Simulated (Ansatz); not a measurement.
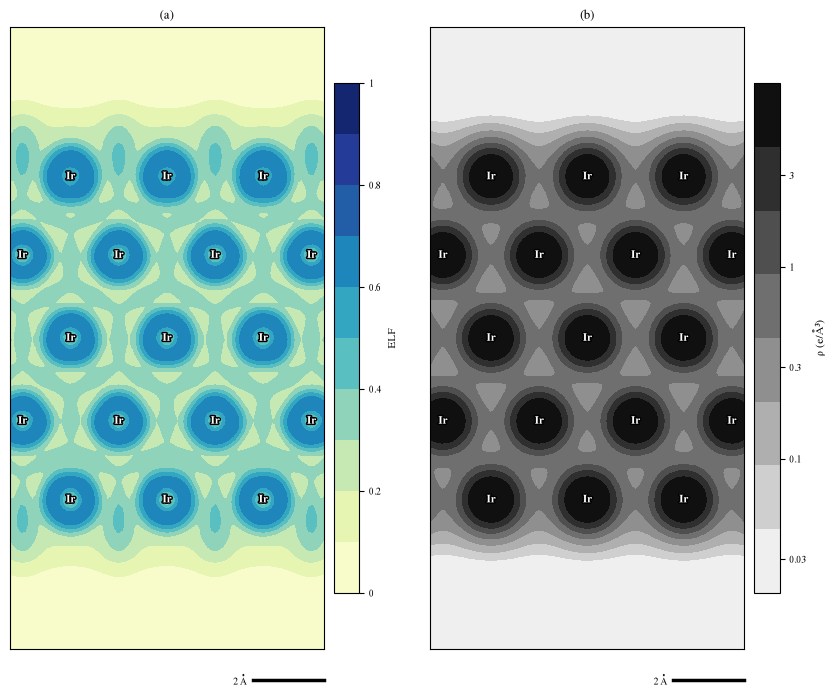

Figure. Ir (slab). (a) electron localisation function; (b) valence pseudo-density on the (010) plane of the calculation cell, a cut from vacuum to vacuum.

Computed without spin polarisation.

Theory: DFT PBEsol, scalar-relativistic, plane waves, PAW (Ansatz 0.2.0).

In a PAW calculation such maps are meaningful between the atoms, not at the nuclei.

Read the bonding off the picture.

Atoms in the plane: Ir. Ir–Ir (2.59 Å): the density is about 0.56 e/Å³ at the midpoint; the ELF is about 0.40 at the midpoint. Ir–Ir (2.70 Å): ρ is about 0.46 e/Å³ halfway; the ELF is about 0.35 at the midpoint. The density dies away to nearly zero in the vacuum. The features right at Ir lie inside the PAW spheres, where the map follows smoothed inner orbitals and isn't to be read closely.
